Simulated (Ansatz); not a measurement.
Consider Si$_{8}$O$_{17}$ (cell with a defect).

Input

```
crystal:
  lattice:
    - [-4.152, -4.152, 0.0]
    - [4.152, -4.152, 0.0]
    - [0.0, 0.0, 5.318]
  atoms:
    - { symbol: Si, position: [0.5, 0.5, 0.0] }
    - { symbol: Si, position: [0.0, 0.5, 0.25] }
    - { symbol: O, position: [0.1937, 0.5, 0.0] }
    - { symbol: O, position: [0.0, 0.1937, 0.25] }
    - { symbol: O, position: [0.8063, 0.5, 0.0] }
    - { symbol: O, position: [0.0, 0.8063, 0.25] }
    - { symbol: Si, position: [0.5, 0.5, 0.5] }
    - { symbol: Si, position: [0.0, 0.5, 0.75] }
    - { symbol: O, position: [0.1937, 0.5, 0.5] }
    - { symbol: O, position: [0.0, 0.1937, 0.75] }
    - { symbol: O, position: [0.8063, 0.5, 0.5] }
    - { symbol: O, position: [0.0, 0.8063, 0.75] }
    - { symbol: Si, position: [0.0, 0.0, 0.0] }
    - { symbol: Si, position: [0.5, 0.0, 0.25] }
    - { symbol: O, position: [0.6937, 0.0, 0.0] }
    - { symbol: O, position: [0.5, 0.6937, 0.25] }
    - { symbol: O, position: [0.3063, 0.0, 0.0] }
    - { symbol: O, position: [0.5, 0.3063, 0.25] }
    - { symbol: Si, position: [0.0, 0.0, 0.5] }
    - { symbol: Si, position: [0.5, 0.0, 0.75] }
    - { symbol: O, position: [0.6937, 0.0, 0.5] }
    - { symbol: O, position: [0.5, 0.6937, 0.75] }
    - { symbol: O, position: [0.3063, 0.0, 0.5] }
    - { symbol: O, position: [0.5, 0.3063, 0.75] }
    - { symbol: O, position: [0.23087953, 0.73715323, 0.12733156], spin: 1.0 }
magnetization:
  spin_polarized: true
basis:
  ecutwfc: 420.0
kpoints:
  mp_grid: { grid: [2, 2, 3] }
hamiltonian:
  xc: pbesol
  pseudopotentials: { kind: paw, azcp: { folder: soft_1 } }
scf:
  occupations: { method: gaussian, width: 0.02 }
  lower_state_search: "off"
relax:
  f_tol: 0.03
  max_steps: 60
  adjacent_minimum: "off"
output:
  write_density: true
  write_potential: true
  elf: true
  volumetric_format: npy
```

Command:

```sh
ansatz run input.yaml --threads 2 --pin off --max-ram 5120MiB --backend cpu --events-out ev --progress --plain --runs-dir out
```

The fields are those of the run's last geometry, not of the input's.

The SCF solution may not be the lowest one; PAW files of the earlier set (soft_1); the program warned that a starting moment wasn't kept; spin-polarised, but the moments vanished.

Method: Ansatz, DFT PBEsol, scalar-relativistic, plane waves, PAW.

What can the converged valence pseudo-density and electron localisation function tell about the bonding?

Answer. Si–O (1.67 Å): the density is about 1.1 e/Å³ at the midpoint; the ELF peaks at about 0.85 between the atoms.
Si–Si (2.54 Å): ρ at the midpoint is about 0.43 e/Å³; the ELF is about 0.15 at the midpoint (no localised pair shows between them).
Si–O (1.69 Å): ρ is about 1.1 e/Å³ halfway; the ELF peaks at about 0.85 between the atoms.
Si–O (1.75 Å): the density is about 0.97 e/Å³ at the midpoint; the ELF peaks at about 0.85 between the atoms.

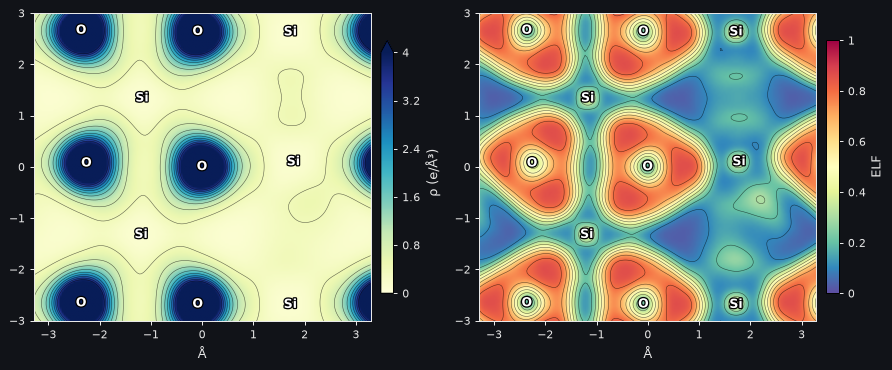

Computed valence pseudo-density and electron localisation function on the (100) plane of the calculation cell, in this order. 
